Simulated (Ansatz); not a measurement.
Run report: Ge5H2, geometry relaxation (part 1 of 2)

Ge5H2 (slab, 7 atoms in the cell), computed with DFT r2SCAN, scalar-relativistic, plane waves, PAW, no spin polarisation (Ansatz 0.2.0).

The structure derives from an entry of the Crystallography Open Database. The input holds or restrains some coordinates. Forces given for the steps count only the free coordinates. Figures and captions count atoms from 1; the log counts them from 0 in places.

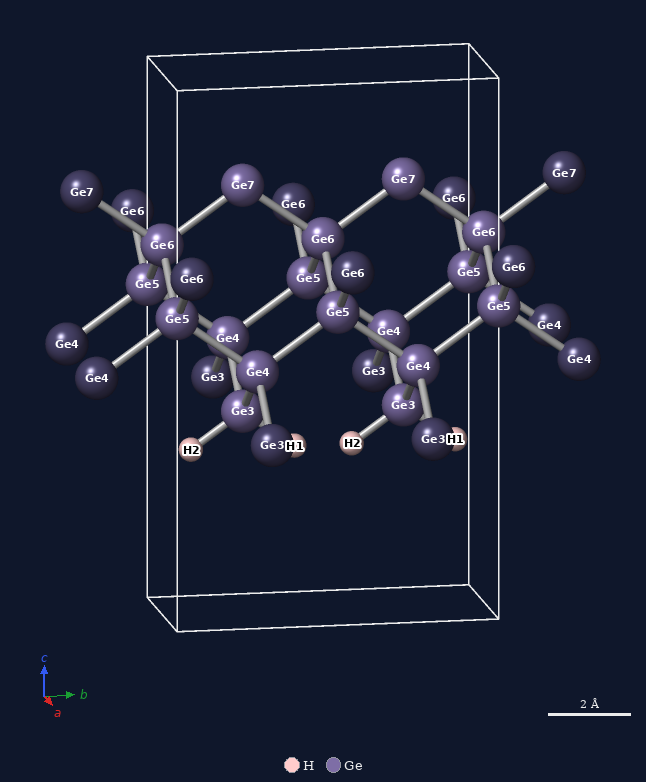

*The input geometry (ball-and-stick view of the 1 × 2 repeat of the cell, with the vacuum cut short, seen slightly off an axis; neighbours outside the cell are drawn fainter; atoms are numbered from 1 in the order of the input). An atom can appear more than once, as a periodic image.*

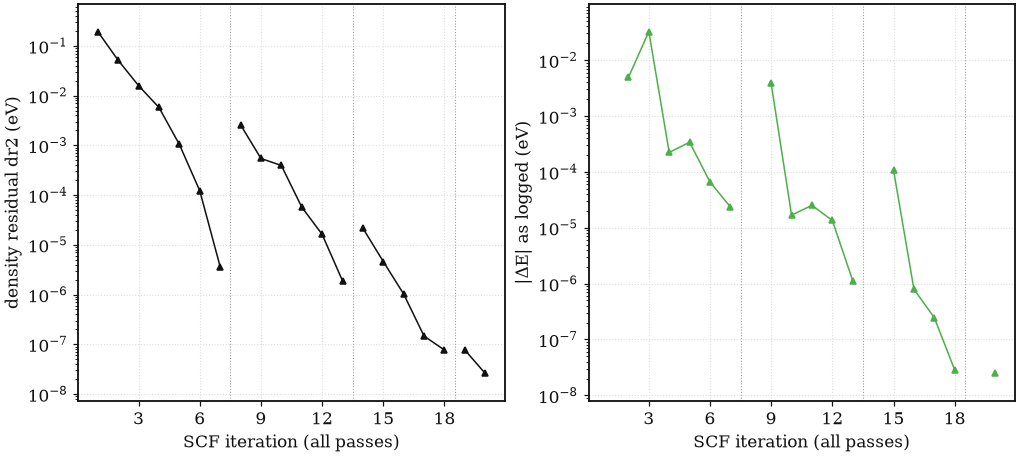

*Convergence of the self-consistent field: density residual dr2 and size of the energy change against the SCF iteration. Dotted lines part the SCF passes that the log prints in full.*

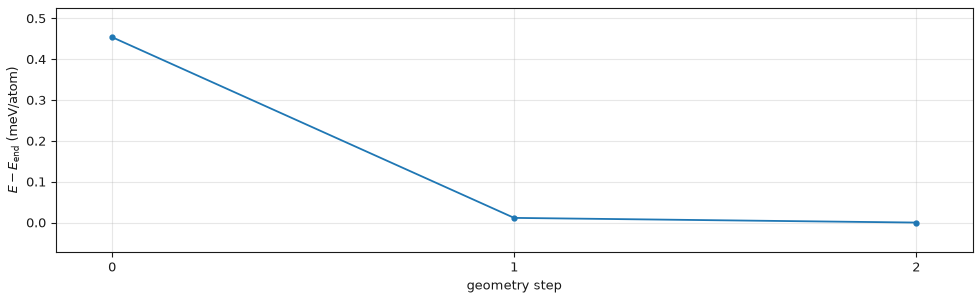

*Progress of the restrained relaxation, step by step (the first geometry is step 0 here and step 1 in the log).*

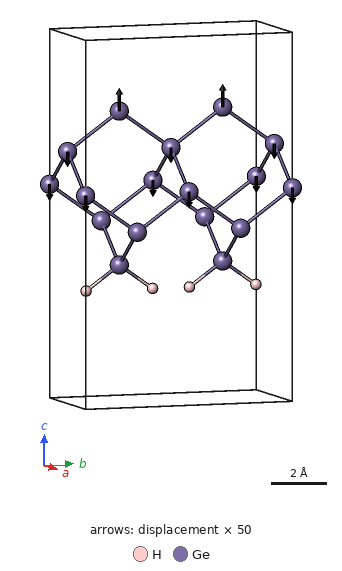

*The starting structure with the displacements as black arrows, magnified 50 times (ball-and-stick view of the 1 × 2 repeat of the cell, with the vacuum cut short, seen slightly off an axis).*

Ge7 moves most: 0.017 Å. H stays in place. The lattice vectors keep their values. Distances before and after: Ge6–Ge7 2.457 → 2.474 Å, Ge4–Ge5 2.457 → 2.450 Å. Over 2 geometry steps the energy falls by 0.5 meV per atom. The largest force component goes from 0.18 to 0.0034 eV/Å. (Atoms are counted from 1 in the order of the input.)

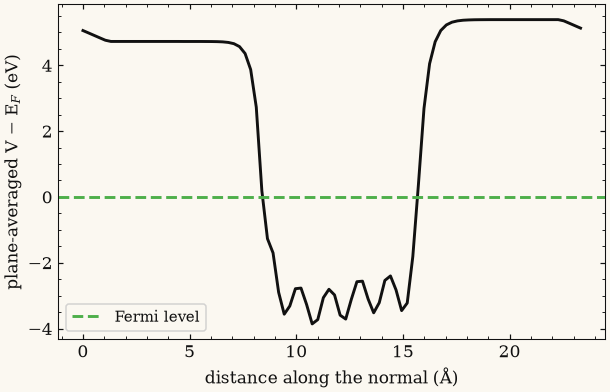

*Plane average of the electrostatic potential energy of an electron across the cell, from the Fermi level.*

The vacuum level lies 5.39 eV above the Fermi level on the upper side and 4.73 eV on the lower.

The input that produced these results follows, with the program's output.

**The input**
```yaml
crystal:
  lattice:
    - [4.0128368559, 0.0, 0.0]
    - [0.0, 4.0128368559, 0.0]
    - [0.0, 0.0, 23.5873003052]
  atoms:
    - { symbol: H, position: [0.5, 0.8214857833, 0.3603634112] }
    - { symbol: H, position: [0.5, 0.1785142167, 0.3603634112] }
    - { symbol: Ge, position: [0.5, 0.5, 0.399040665] }
    - { symbol: Ge, position: [0.0, 0.5, 0.459189646] }
    - { symbol: Ge, position: [0.0, 0.0, 0.5193386269] }
    - { symbol: Ge, position: [0.5, 0.0, 0.5794876078] }
    - { symbol: Ge, position: [0.5, 0.5, 0.6396365888] }
basis:
  ecutwfc: 500
kpoints:
  mp_grid: { grid: [7, 7, 1] }
hamiltonian:
  xc: r2scan
scf:
  occupations: { method: gaussian, width: 0.05 }
output:
  forces: true
  eigenvalues: true
relax:
  adjacent_minimum: "off"
  f_tol: 0.03
  max_steps: 70
  constraints: [{ sites: [0, 1, 2, 3] }]
efield:
  axis: 3
  dipole_correction: true
```

Command:
```bash
ansatz run input.yaml --threads 2 --pin off --max-ram 5120MiB --backend cpu --events-out ev --progress --plain --runs-dir out
```

**Log**
```
Engine: ansatz 0.2.0, x86_64-unknown-linux-gnu
Pseudopotentials: kind: paw
Pseudopotential: H, paw, valence charge 1, recommended cutoff 500 eV (meta_gga), H.paw.azcp
Pseudopotential: Ge, paw, valence charge 14, recommended cutoff 500 eV (meta_gga), Ge.paw.azcp
Functional definition: r2SCAN
  parameter k0 = 0.174
  parameter k1 = 0.065
  parameter a1 = 4.9479
  exchange = r2scan_x(k0 = k0, k1 = k1, a1 = a1)
  correlation = r2scan_c
Crystal: 7 atoms, lattice volume = 379.823 Å³
Basis set: ecut = 500 eV, 9727 PW (Γ), exchange–correlation on 120×120×720 points (64 copies of the dense FFT grid, shifted against one another)
Bands: 44, of which v1, the nominal top of the filled ones, is band 36 counted from 1 (35 counted from 0)
Symmetry: 4 space group operations
Space group: Pmm2 (ITA 25), of the structure as read, at distance tolerance 7.2e-5 Å
k-points: 16 of 49
Non-local potential: H, projectors of the file, l = 0: 2, l = 1: 1
Non-local potential: Ge, projectors of the file, l = 0: 2, l = 1: 2, l = 2: 3, l = 3: 1
PAW form: soft (Blöchl's): semilocal exchange-correlation on the pseudo side does not see the compensation charge
PAW frozen core: Ge, regenerated for the run's functional (the file was generated under x = pbe(κ = 0.804, μ = 0.2195149727645171), c = pbe(β = 0.06672455060314922))
PAW one-centre angular grid: H, 302 points (default); XC on 160 Gauss nodes
PAW one-centre angular grid: Ge, 590 points (default); XC on 160 Gauss nodes
Initial density: superposition of atomic densities (neutral atoms: chi_scale 0, normalization atom), corrected by the library's trained network
Initial wavefunctions: pseudopotential atomic-orbital guess
Functional: x = r2scan, c = r2scan; τ floored in thin density (d = 2e-4 eV/Å³)
SCF iter   1: F=—  HF=-21543.947895 eV  |F-HF|=—  |Δ(HF+E_count)|=         —  Δρ=4.34e-3  dr2=1.93e-1  dr2_τ=1.55e-2  ethr=1.77e-3  p=-0.059 e·Å  D=-2.81e-2 V/Å  ΔV_dip=0.66 eV  dr2_dipole=3.78e-2  V_vac-E_F(+/−)=5.24/4.57 eV  ⟨swp⟩=7.2  Hψ=2899  notcnv=0  defer=3
efield: sawtooth ramp at fractional position 0.9500 (placed from the atoms, in the widest stretch of the axis that holds none; the zero of the levels goes with the place), width 0.1000; the density the first Hamiltonian is built on has a dipole p = -0.059 e·Å; the dipole correction subtracts the counter field D = -2.81e-2 V/Å, which shifts the + side's vacuum level by +0.66 eV against the − side's; the planar-averaged density in the ramp window peaks in size at 3.9e-5 e/Å³
preconditioner: auto → LDOS  [metal: Δε(μ)=0.015 eV  Ē_g=22.684 eV  σ=0.050 eV  W_gap=0.16  n_scr=58 (ndim 8)  ℏωp=16.2 eV  f_vac=0.620  D(μ)=3.55/eV (n_scr^D=8)  β→1.0]
SCF iter   2: F=—  HF=-21543.952792 eV  |F-HF|=—  |Δ(HF+E_count)|=   4.90e-3  Δρ=3.26e-3  dr2=5.10e-2  dr2_τ=3.54e-4  ethr=2.68e-4  p=-0.071 e·Å  D=-3.38e-2 V/Å  ΔV_dip=0.80 eV  dr2_dipole=8.60e-3  V_vac-E_F(+/−)=5.35/4.55 eV  ⟨swp⟩=3.0  Hψ=1556  notcnv=0  defer=50
SCF iter   3: F=—  HF=-21543.920393 eV  |F-HF|=—  |Δ(HF+E_count)|=   3.24e-2  Δρ=8.11e-4  dr2=1.58e-2  dr2_τ=3.67e-5  ethr=7.09e-5  p=-0.061 e·Å  D=-2.90e-2 V/Å  ΔV_dip=0.68 eV  dr2_dipole=2.96e-3  V_vac-E_F(+/−)=5.37/4.68 eV  ⟨swp⟩=2.0  Hψ=1308  notcnv=0  defer=50
SCF iter   4: F=—  HF=-21543.920616 eV  |F-HF|=—  |Δ(HF+E_count)|=   2.23e-4  Δρ=4.54e-4  dr2=5.75e-3  dr2_τ=8.71e-6  ethr=2.19e-5  p=-0.065 e·Å  D=-3.09e-2 V/Å  ΔV_dip=0.73 eV  dr2_dipole=1.70e-3  V_vac-E_F(+/−)=5.38/4.65 eV  ⟨swp⟩=2.0  Hψ=786  notcnv=0  defer=50
SCF iter   5: F=—  HF=-21543.920277 eV  |F-HF|=—  |Δ(HF+E_count)|=   3.39e-4  Δρ=2.40e-4  dr2=1.04e-3  dr2_τ=1.71e-6  ethr=7.99e-6  p=-0.061 e·Å  D=-2.90e-2 V/Å  ΔV_dip=0.68 eV  dr2_dipole=1.25e-4  V_vac-E_F(+/−)=5.39/4.71 eV  ⟨swp⟩=1.6  Hψ=700  notcnv=0  defer=50
SCF iter   6: F=—  HF=-21543.920343 eV  |F-HF|=—  |Δ(HF+E_count)|=   6.60e-5  Δρ=1.02e-4  dr2=1.22e-4  dr2_τ=5.35e-7  ethr=1.44e-6  p=-0.062 e·Å  D=-2.93e-2 V/Å  ΔV_dip=0.69 eV  dr2_dipole=3.36e-5  V_vac-E_F(+/−)=5.39/4.70 eV  ⟨swp⟩=2.0  Hψ=791  notcnv=0  defer=50
SCF iter   7: F=-21543.920377 eV  HF=-21543.920367 eV  |F-HF|=1.01e-5  |Δ(HF+E_count)|=   2.36e-5  Δρ=3.26e-5  dr2=3.63e-6  dr2_τ=6.64e-8  ethr=3.12e-8  p=-0.060 e·Å  D=-2.88e-2 V/Å  ΔV_dip=0.68 eV  dr2_dipole=8.26e-8  V_vac-E_F(+/−)=5.39/4.71 eV  ⟨swp⟩=11.1  Hψ=3305  notcnv=0
SCF 1 converged in 7 iterations: F = -21543.920377 eV  dr2 = 3.63e-6
  greatest PAW one-centre occupation: 0.998 electrons in one spin orbital (limit 2), on the Ge atom at site 6 (counted from 0), in its partial waves of l = 2
relax step   1: F+E_penalty+E_count = -21543.92037662 eV  Δ(F+E_penalty+E_count) = +0.000e0 eV  max|allowed force component| = 1.825e-1 eV/Å  Δτ_max = 0.0000 Å  (7 SCF iters, dr2 threshold 2.25e-5 eV, accepted)
Initial density: handed on by an earlier stage of this run
Initial wavefunctions: those handed on with the density
iter 1 solved again at ethr=3.55e-6 eV; its pass at ethr=3.10e-3 eV (dr2=2.56e-3 eV) is discarded
SCF iter   1: F=—  HF=-21543.919654 eV  |F-HF|=—  |Δ(HF+E_count)|=         —  Δρ=6.02e-4  dr2=2.58e-3  dr2_τ=2.93e-3  ethr=3.55e-6  p=-0.060 e·Å  D=-2.88e-2 V/Å  ΔV_dip=0.68 eV  dr2_dipole=3.40e-4  V_vac-E_F(+/−)=5.39/4.71 eV  ⟨swp⟩=2.0  Hψ=2006  notcnv=0  defer=49
efield: sawtooth ramp at fractional position 0.9500 (handed on by an earlier solve), width 0.1000; the density the first Hamiltonian is built on has a dipole p = -0.060 e·Å; the dipole correction subtracts the counter field D = -2.88e-2 V/Å, which shifts the + side's vacuum level by +0.68 eV against the − side's; the planar-averaged density in the ramp window peaks in size at 2.7e-7 e/Å³
preconditioner: auto → LDOS  [insulator: Δε(μ)=0.099 eV  Ē_g=22.573 eV  σ=0.050 eV  W_gap=0.60  n_scr=58 (ndim 8)  ℏωp=16.2 eV  f_vac=0.620  D(μ)=2.81/eV (n_scr^D=8)  ε∞_Penn≈1.5  β→1.0]
SCF iter   2: F=—  HF=-21543.923472 eV  |F-HF|=—  |Δ(HF+E_count)|=   3.82e-3  Δρ=2.64e-4  dr2=5.43e-4  dr2_τ=3.41e-6  ethr=3.55e-6  p=-0.059 e·Å  D=-2.81e-2 V/Å  ΔV_dip=0.66 eV  dr2_dipole=5.47e-5  V_vac-E_F(+/−)=5.38/4.72 eV  ⟨swp⟩=2.0  Hψ=904  notcnv=0  defer=49
SCF iter   3: F=—  HF=-21543.923488 eV  |F-HF|=—  |Δ(HF+E_count)|=   1.68e-5  Δρ=1.47e-4  dr2=3.93e-4  dr2_τ=1.44e-6  ethr=7.55e-7  p=-0.059 e·Å  D=-2.81e-2 V/Å  ΔV_dip=0.66 eV  dr2_dipole=5.13e-5  V_vac-E_F(+/−)=5.38/4.72 eV  ⟨swp⟩=2.0  Hψ=1237  notcnv=0  defer=49
SCF iter   4: F=—  HF=-21543.923463 eV  |F-HF|=—  |Δ(HF+E_count)|=   2.52e-5  Δρ=6.39e-5  dr2=5.73e-5  dr2_τ=2.53e-7  ethr=5.46e-7  p=-0.059 e·Å  D=-2.81e-2 V/Å  ΔV_dip=0.66 eV  dr2_dipole=1.43e-5  V_vac-E_F(+/−)=5.39/4.72 eV  ⟨swp⟩=2.4  Hψ=911  notcnv=0  defer=49
SCF iter   5: F=—  HF=-21543.923477 eV  |F-HF|=—  |Δ(HF+E_count)|=   1.35e-5  Δρ=4.29e-5  dr2=1.62e-5  dr2_τ=6.01e-8  ethr=7.96e-8  p=-0.059 e·Å  D=-2.79e-2 V/Å  ΔV_dip=0.66 eV  dr2_dipole=1.01e-6  V_vac-E_F(+/−)=5.39/4.73 eV  ⟨swp⟩=2.0  Hψ=1231  notcnv=0  defer=49
SCF iter   6: F=-21543.923475 eV  HF=-21543.923476 eV  |F-HF|=1.25e-7  |Δ(HF+E_count)|=   1.13e-6  Δρ=1.41e-5  dr2=1.89e-6  dr2_τ=1.29e-8  ethr=2.89e-9  p=-0.059 e·Å  D=-2.80e-2 V/Å  ΔV_dip=0.66 eV  dr2_dipole=3.35e-7  V_vac-E_F(+/−)=5.39/4.73 eV  ⟨swp⟩=10.3  Hψ=3444  notcnv=0
SCF 2 converged in 6 iterations: F = -21543.923475 eV  dr2 = 1.89e-6
relax step   2: F+E_penalty+E_count = -21543.92347550 eV  Δ(F+E_penalty+E_count) = -3.099e-3 eV  max|allowed force component| = 3.628e-2 eV/Å  Δτ_max = 0.0213 Å  (6 SCF iters, dr2 threshold 2.08e-6 eV, accepted)
```
